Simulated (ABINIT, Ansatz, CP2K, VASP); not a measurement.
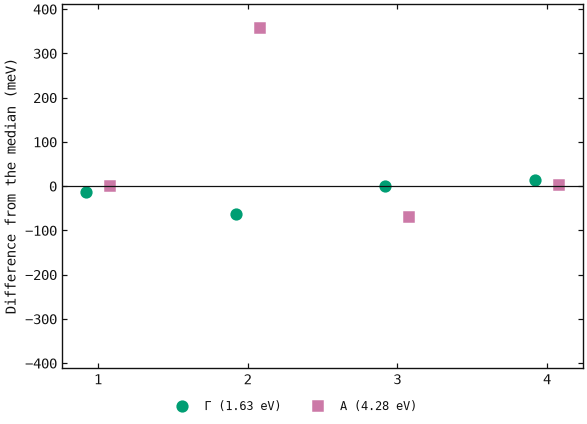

Lowest conduction level at each named k point, counted from the valence-band top at A, for La2O3, space group P321 (No. 150), 5 atoms in the cell; a = 6.370 Å, c = 3.290 Å (hexagonal axes). Four programs ran PBE (no spin polarisation, no spin-orbit coupling) on the same cell and 5×5×8 k mesh. The plot shows each result less the median of the plane-wave and all-electron runs, which the legend gives.

The programs are ABINIT, Ansatz LAPW, CP2K and VASP. Which number lies farthest out, and which program is it likely to be?

Answer. Number 2, off by +358 meV at A; it is CP2K (local basis). The numbers: 1 ABINIT; 2 CP2K; 3 Ansatz LAPW; 4 VASP.

The plane-wave and all-electron programs (Ansatz LAPW, VASP and ABINIT) agree within 73 meV at these points. CP2K departs by up to +358 meV (at A).

```
    program          kind  valence electrons  Γ (eV)  A (eV)
     ABINIT   plane waves                 40   1.614   4.275
       CP2K   local basis                 40   1.565   4.633
Ansatz LAPW  all-electron                  –   1.627   4.206
       VASP   plane waves                 40   1.642   4.278
```

Settings. JTH PAW PBE v2.0, 626 eV cutoff, Fermi-Dirac smearing of 0.05 eV (ABINIT 10.8.3 (patched build)). GTH_POTENTIALS La GTH-PBE-q11; POTENTIAL_UZH O GTH-PBE-q6; TZVP-MOLOPT-SR-GTH, TZVP-MOLOPT-PBE-GTH basis, Fermi-Dirac smearing of 0.05 eV (CP2K). all-electron LAPW, Fermi-Dirac smearing of 0.05 eV (Ansatz). VASP PAW PBE potentials, release 64 (La, O), 520 eV cutoff, Fermi-Dirac smearing of 0.05 eV (VASP 6.6.1).

Spin-orbit coupling is left out, which matters for La. Semilocal functionals put the empty 4f levels of La too low. LDA, GGA and most meta-GGA functionals understate gaps. The usual form of La2O3 is the A type (P-3m1). CP2K: the basis of atomic orbitals isn't converged, which shifts gaps and empty levels.
